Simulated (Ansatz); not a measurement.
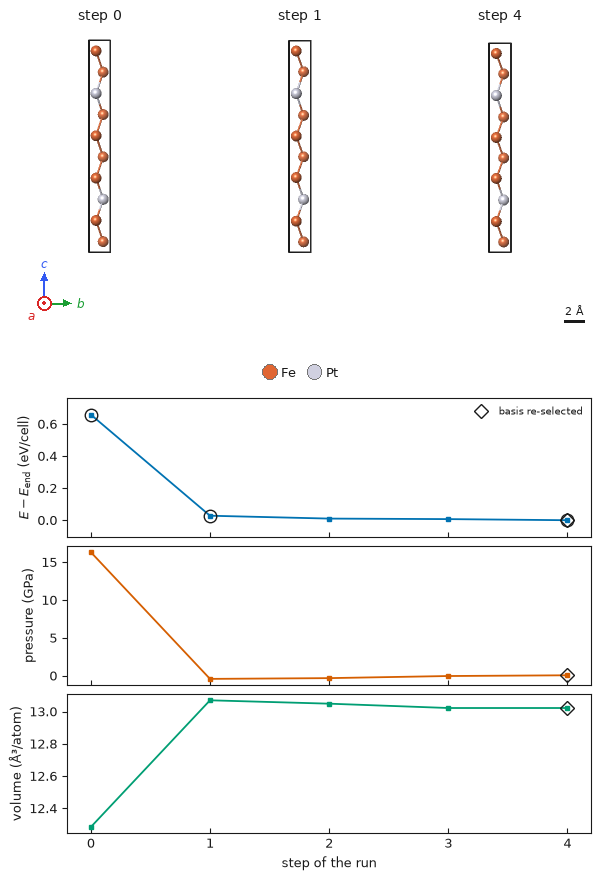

Frames of a relaxation of crystalline Fe₄Pt (a generated structure, set up in P6_3/mmc) (coarse preliminary run), marked on the history of the run. The picture is a ball-and-stick view of the cell of the calculation, seen along the a axis.

All numbers below come from Ansatz, DFT PBE, scalar-relativistic, plane waves, PAW. (plane-wave cutoff 420 eV; k-point mesh 6 × 6 × 1; occupations gaussian; smearing width 0.1 eV; collinear spin; cell and atoms relaxed; force threshold 0.04 eV/Å; at most 70 steps)

What happens along the run?

The largest moves relative to the cell, 0.068 Å, are those of Fe atoms. Pt stays in place. The volume changes by +6.0 %, with a = b 2.540 → 2.633 Å (+3.7 %), c 21.980 → 21.681 Å (−1.4 %). Near-neighbour distances that change, for instance: Pt–Pt 2.540 → 2.633 Å, Fe–Fe 2.540 → 2.633 Å, Fe–Pt 2.642 → 2.704 Å, Fe–Fe 2.642 → 2.610 Å. The space group stays P6_3/mmc (No. 194). The energy falls by 0.658 eV per cell of the calculation in 3 accepted moves (4 points after the start). Largest force component: 0.77 eV/Å at the start, 0.016 eV/Å at the end. Pressure: 16.32 GPa at the start and 0.06 GPa at the end. The SCF was repeated once at an unchanged geometry on a basis and grid sized afresh for the cell, which shifted the energy by 6.9 meV per cell of the calculation at most. Cost: 93 s on 1 thread of Intel(R) Xeon(R) Processor @ 2.70GHz, on a shared host, peak memory 0.61 GiB. From step 0 to 1: Fe atoms move most (0.07 Å), volume +6.4 %, energy −0.630 eV per cell of the calculation. From step 1 to 4: volume −0.4 %, energy −28.0 meV per cell of the calculation.

Limits of the set-up: the k-point mesh is coarse for a cell with partly filled bands.
